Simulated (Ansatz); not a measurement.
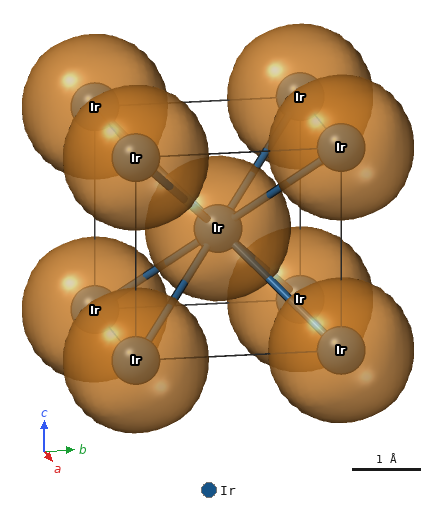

The picture shows: Ir. Isosurface of the valence pseudo-density at 0.6 e/Å³ (orange), seen slightly off an axis. Sticks mark near contacts.

Space group Im-3m; started from the bcc prototype, which need not be the ambient phase.

All numbers below come from DFT PBE, spin-orbit coupling, plane waves, PAW (Ansatz).

In a PAW calculation such maps are meaningful between the atoms, not at the nuclei.

How is the density connected at this value?

Answer. At this value the density breaks into separate islands; it holds about 80 % of the electrons treated as valence (semicore included). It bridges none of the near contacts. It is pinched off along the sampled Ir–Ir (2.69 Å) contacts. On the grid the lowest density along these lines, outside the cores, is 0.45 e/Å³ (Ir–Ir, 2.69 Å).

Metal or insulator at this level of theory?

Answer. It is metallic or semimetallic at this level of theory: no gap opens.
